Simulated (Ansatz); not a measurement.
**Two runs on SnO₂**

System: SnO₂ (6 atoms in the cell).
Method of run A: DFT PBE, scalar-relativistic, plane waves, PAW, no spin polarisation (Ansatz 0.2.0).

The structure derives from a Materials Project entry. Text and figures count atoms from 1; the logs count them from 0 in places.

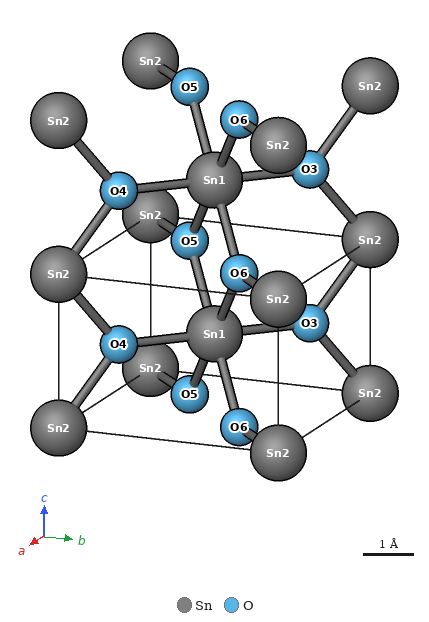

Fig. 1: The input geometry (ball-and-stick view of the cell of the calculation, repeated 1 × 1 × 2, seen slightly off an axis; atoms are numbered from 1 in the order of the input). An atom can appear more than once, as a periodic image. Near neighbours in the periodic cell (some may lie outside the picture): Sn has 6 O at 2.09 Å; O has 3 Sn at 2.09 Å.

## The input, run A
```yaml
crystal:
  lattice:
    - [4.8271903507, 0.0, 0.0]
    - [0.0, 4.8271903507, 0.0]
    - [0.0, 0.0, 3.2381522498]
  atoms:
    - { symbol: Sn, position: [0.5, 0.5, 0.5] }
    - { symbol: Sn, position: [0.0, 0.0, 0.0] }
    - { symbol: O, position: [0.1934234765, 0.8065765235, 0.5] }
    - { symbol: O, position: [0.8065765235, 0.1934234765, 0.5] }
    - { symbol: O, position: [0.3065765235, 0.3065765235, 0.0] }
    - { symbol: O, position: [0.6934234765, 0.6934234765, 0.0] }
basis:
  ecutwfc: 420
kpoints:
  mp_grid: { grid: [6, 6, 8] }
  band_path: { path: [VBM, CBM], npoints: 2 }
hamiltonian:
  xc: pbe
scf:
  occupations: { method: gaussian, width: 0.02 }
output:
  forces: true
  stress: true
  eigenvalues: true
checkpoint:
  read: start.run
  write: ck
  compress: false
  write_wavefunctions: false
  write_every: 100000
```

Launched with:
```bash
ansatz run input.yaml --threads 1 --pin off --max-ram 2560MiB --backend cpu --events-out ev --progress --plain --runs-dir out
```

Hardware: 1 thread of AMD EPYC (Zen 3), 32 GiB of memory available, shared host.

## Output, shortened to warnings, some set-up lines, iterations and results (run A)
```
Basis set: ecut = 420 eV, 1495 PW (Γ), exchange–correlation on 72×72×48 points (8 copies of the dense FFT grid, shifted against one another)
Symmetry: 16 space group operations
k-points: 50 of 288
Initial density: read from a saved state, or passed on in memory by an earlier SCF of this step, an earlier step, the calling program or the single point that the run made first
[...]
SCF iter   1: F=—  HF=-14317.969276 eV  |F-HF|=—  |Δ(HF+E_count)|=         —  Δρ=3.53e-6  dr2=5.45e-9  ethr=1.81e-8  ⟨swp⟩=3.8  Hψ=11919  notcnv=0
SCF iter   2: F=-14317.969276 eV  HF=-14317.969276 eV  |F-HF|=2.75e-9  |Δ(HF+E_count)|=   5.66e-9  Δρ=2.01e-6  dr2=2.47e-9  ethr=1.05e-11  ⟨swp⟩=6.7  Hψ=6614  notcnv=0
SCF 1 converged in 2 iterations: F = -14317.969276 eV  dr2 = 2.47e-9
NSCF: frozen V_eff on 40 k-points
NSCF: frozen V_eff on 34 k-points
NSCF: frozen V_eff on 5 k-points
NSCF: frozen V_eff on 5 k-points
NSCF: frozen V_eff on 5 k-points
NSCF: frozen V_eff on 5 k-points
NSCF: frozen V_eff on 9 k-points
NSCF: frozen V_eff on 5 k-points
NSCF: frozen V_eff on 3 k-points
SCF converged after 2 iterations
Free energy (F): -14317.969276 eV
Harris-Foulkes:  -14317.969276 eV  (|F-HF|=2.75e-9)
Internal energy: -14317.969276 eV  (E = F + TS)
E sigma→0 (E₀):  -14317.969276 eV
Fermi energy:    9.084031 eV
--- Per-component energies (eV) ---
  E_band       = -154.644593
  E_kinetic    = 1078.003203
  E_local      = -2963.321923  (includes V_loc(G=0)·N_el)
  E_nonlocal   = 133.838113
  E_hartree    = 1523.869987
  E_xc         = -1053.242050
  E_vxc        = -561.657574  (∫ρ·V_xc dr)
  E_paw        = -8928.356628  (= ΣΔE_a)
  E_vpaw       = -889.257328  (= ΣTr[D̂ρ^β])
  E_aug_tail   = 0.009863  (compensation charges beyond the density's cutoff)
  E_ewald      = -4108.769841
  E_smearing   = -0.000000  (= −TS)
  E_closure    = 0.000000  (closes the sum)
  Σ components = -14317.969276   (vs F -14317.969276, Δ=0.00e0)
--- Forces (eV/Å), atoms counted from 1 ---
  atom   1  Sn     0.00000000     0.00000000     0.00000000
  atom   2  Sn     0.00000000    -0.00000000     0.00000000
  atom   3  O     -0.00005869     0.00005869     0.00000000
  atom   4  O      0.00005869    -0.00005869     0.00000000
  atom   5  O      0.00005869     0.00005869     0.00000000
  atom   6  O     -0.00005869    -0.00005869     0.00000000
  max |Σ_I F_I| component: 1.73e-18 eV/Å
--- Stress (GPa, compression-positive) ---
        0.023407       0.000000       0.000000
        0.000000       0.023407       0.000000
        0.000000       0.000000       0.011836
  P = ⅓ Tr σ = 0.0195 GPa (0.195 kbar)
```

The input of run B differs as follows (lines with − go, lines with + come):
```diff
-    - [4.8271903507, 0.0, 0.0]
-    - [0.0, 4.8271903507, 0.0]
-    - [0.0, 0.0, 3.2381522498]
+    - [4.9087928591, 0.0, 0.0]
+    - [0.0, 4.9087928591, 0.0]
+    - [0.0, 0.0, 3.0924353985]
-    - { symbol: O, position: [0.1934234765, 0.8065765235, 0.5] }
-    - { symbol: O, position: [0.8065765235, 0.1934234765, 0.5] }
-    - { symbol: O, position: [0.3065765235, 0.3065765235, 0.0] }
-    - { symbol: O, position: [0.6934234765, 0.6934234765, 0.0] }
+    - { symbol: O, position: [0.1948256072, 0.8051743928, 0.5] }
+    - { symbol: O, position: [0.8051743928, 0.1948256072, 0.5] }
+    - { symbol: O, position: [0.3051743928, 0.3051743928, 0.0] }
+    - { symbol: O, position: [0.6948256072, 0.6948256072, 0.0] }
```

What does this change do to the results?

With the same functional and potentials, run B lies 25.1 meV per atom higher. The gap on the mesh goes from 0.68 to 1.01 eV. The pressure goes from 0.02 to 4.85 GPa. The volume per atom goes from 12.58 to 12.42 Å³. The plane waves at Γ go from 1495 to 1439.

## Output, shortened to warnings, some set-up lines, iterations and results (run B)
```
Basis set: ecut = 420 eV, 1439 PW (Γ), exchange–correlation on 72×72×48 points (8 copies of the dense FFT grid, shifted against one another)
Symmetry: 16 space group operations
k-points: 50 of 288
Initial density: read from a saved state, or passed on in memory by an earlier SCF of this step, an earlier step, the calling program or the single point that the run made first
[...]
SCF iter   1: F=—  HF=-14317.818467 eV  |F-HF|=—  |Δ(HF+E_count)|=         —  Δρ=8.01e-7  dr2=4.03e-10  ethr=2.12e-8  ⟨swp⟩=3.6  Hψ=11856  notcnv=0
SCF iter   2: F=-14317.818467 eV  HF=-14317.818467 eV  |F-HF|=4.07e-10  |Δ(HF+E_count)|=   1.73e-9  Δρ=8.79e-7  dr2=4.47e-10  ethr=1.00e-12  ⟨swp⟩=6.7  Hψ=6626  notcnv=0
SCF 1 converged in 2 iterations: F = -14317.818467 eV  dr2 = 4.47e-10
NSCF: frozen V_eff on 40 k-points
NSCF: frozen V_eff on 40 k-points
NSCF: frozen V_eff on 1 k-points
NSCF: frozen V_eff on 5 k-points
NSCF: frozen V_eff on 5 k-points
NSCF: frozen V_eff on 5 k-points
NSCF: frozen V_eff on 5 k-points
NSCF: frozen V_eff on 5 k-points
NSCF: frozen V_eff on 3 k-points
SCF converged after 2 iterations
Free energy (F): -14317.818467 eV
Harris-Foulkes:  -14317.818467 eV  (|F-HF|=4.07e-10)
Internal energy: -14317.818467 eV  (E = F + TS)
E sigma→0 (E₀):  -14317.818467 eV
Fermi energy:    9.399021 eV
--- Per-component energies (eV) ---
  E_band       = -148.481002
  E_kinetic    = 1081.018950
  E_local      = -2989.576930  (includes V_loc(G=0)·N_el)
  E_nonlocal   = 134.229045
  E_hartree    = 1539.361738
  E_xc         = -1054.065073
  E_vxc        = -562.772966  (∫ρ·V_xc dr)
  E_paw        = -8929.047966  (= ΣΔE_a)
  E_vpaw       = -890.111991  (= ΣTr[D̂ρ^β])
  E_aug_tail   = 0.009841  (compensation charges beyond the density's cutoff)
  E_ewald      = -4099.748072
  E_smearing   = -0.000000  (= −TS)
  E_closure    = 0.000000  (closes the sum)
  Σ components = -14317.818467   (vs F -14317.818467, Δ=0.00e0)
--- Forces (eV/Å), atoms counted from 1 ---
  atom   1  Sn     0.00000000    -0.00000000     0.00000000
  atom   2  Sn     0.00000000    -0.00000000     0.00000000
  atom   3  O     -0.00028357     0.00028357     0.00000000
  atom   4  O      0.00028357    -0.00028357     0.00000000
  atom   5  O      0.00028357     0.00028357     0.00000000
  atom   6  O     -0.00028357    -0.00028357     0.00000000
  max |Σ_I F_I| component: 8.67e-19 eV/Å
--- Stress (GPa, compression-positive) ---
        0.009570       0.000000       0.000000
        0.000000       0.009570       0.000000
        0.000000       0.000000      14.523412
  P = ⅓ Tr σ = 4.8475 GPa (48.475 kbar)
```

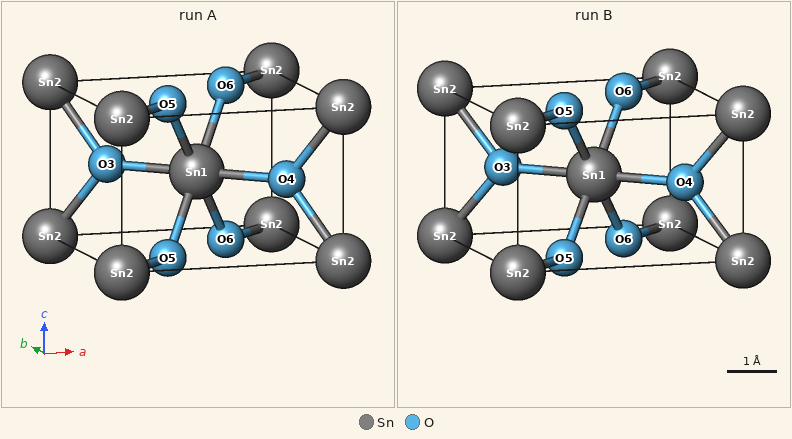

Fig. 2: The two input geometries at one scale (ball-and-stick view of the cell of the calculation, seen slightly off an axis). The largest moves relative to the cell, 0.010 Å, are those of O3, O4, O5 and O6. Sn stays in place. Cell: a = b 4.827 → 4.909 Å (+1.7 %), c 3.238 → 3.092 Å (−4.5 %). Volume −1.2 %. Among the contacts that change: Sn1–O5 2.089 → 2.054 Å, Sn1–O3 2.093 → 2.119 Å.

## The two runs side by side

```tsv
quantity	run A	run B
outcome	converged	converged
free energy per atom (eV)	−2386.3282	−2386.3031
gap on the mesh (eV)	0.68	1.01
pressure (GPa)	0.02	4.85
volume per atom (Å³)	12.58	12.42
largest force (eV/Å)	0.000	0.000
irreducible k-points	50	50
plane waves at Γ	1495	1439
wall time (shared host)	7.3 s	7.3 s
```
